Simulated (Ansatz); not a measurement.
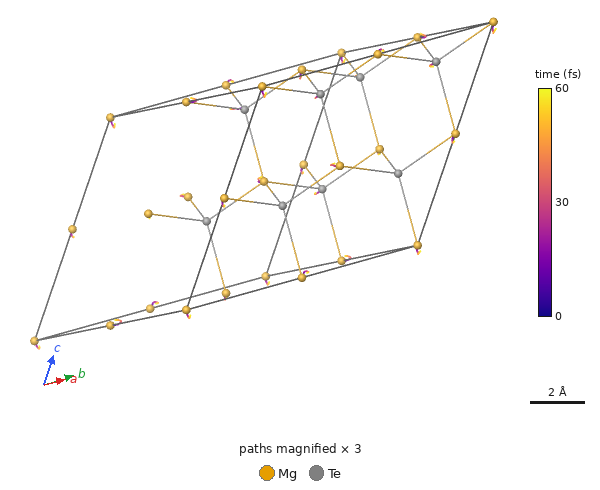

Molecular dynamics of a 16-atom cell of MgTe (built on the database structure type), 60 fs long. Lines trace each atom's path, coloured by time; spheres stand at the starting positions. The excursions are magnified 3 times. Seen from a free direction in the reduced simulation cell.

Theory: DFT, PBEsol, plane waves, PAW (Ansatz 0.2.0). Run with plane-wave cutoff 420 eV; k-point mesh 2 × 2 × 2; Fermi-Dirac smearing 0.02 eV; Langevin thermostat and barostat (NPT); set temperature 200 K; time step 2 fs.

**Describe the motion.**

Root-mean-square distances from the starting positions over the second half, with the common drift of all atoms taken out: Mg 0.11 Å, Te 0.07 Å. The run lasts only 60 fs, too short to tell vibration from diffusion.
